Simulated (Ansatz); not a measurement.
```
Ru Al
1.0
     2.98229    0.00000    0.00000
     0.00000    2.98229    0.00000
     0.00000    0.00000    2.98229
Ru Al
1 1
Direct
  0.50000 0.50000 0.50000
  0.00000 0.00000 0.00000
```

Space group Pm-3m.

Computed with Kohn-Sham DFT of a periodic cell, r2SCAN, Ansatz PAW in Ansatz.

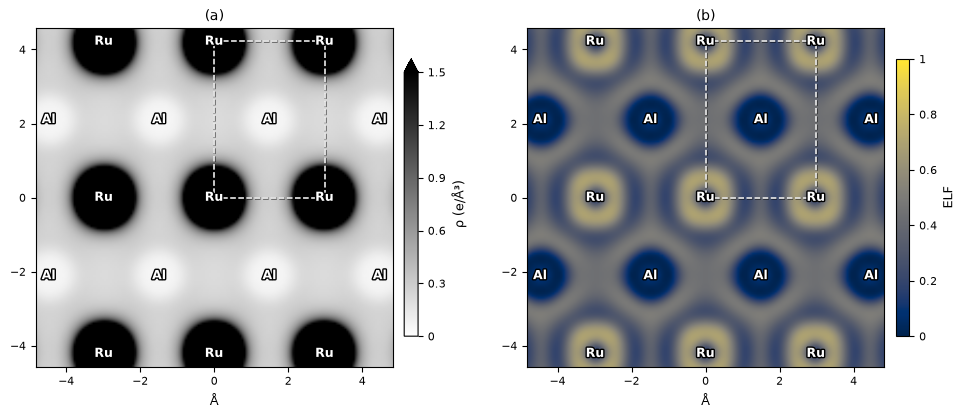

AlRu. (a) valence charge density (pseudo); (b) ELF on the (101) plane of the conventional cell.

The density is the valence pseudo-density of a PAW calculation; it isn't the true density close to the nuclei.

Question: Interpret the plot.

Answer: Atoms in the plane: Ru and Al. Al–Ru (2.58 Å): ρ is about 0.36 e/Å³ halfway; the ELF is about 0.35 at the midpoint. Between the atoms the lowest density in this plane is 0.21 e/Å³. The features right at Ru lie inside the PAW spheres, where the map follows smoothed inner orbitals and isn't to be read closely.
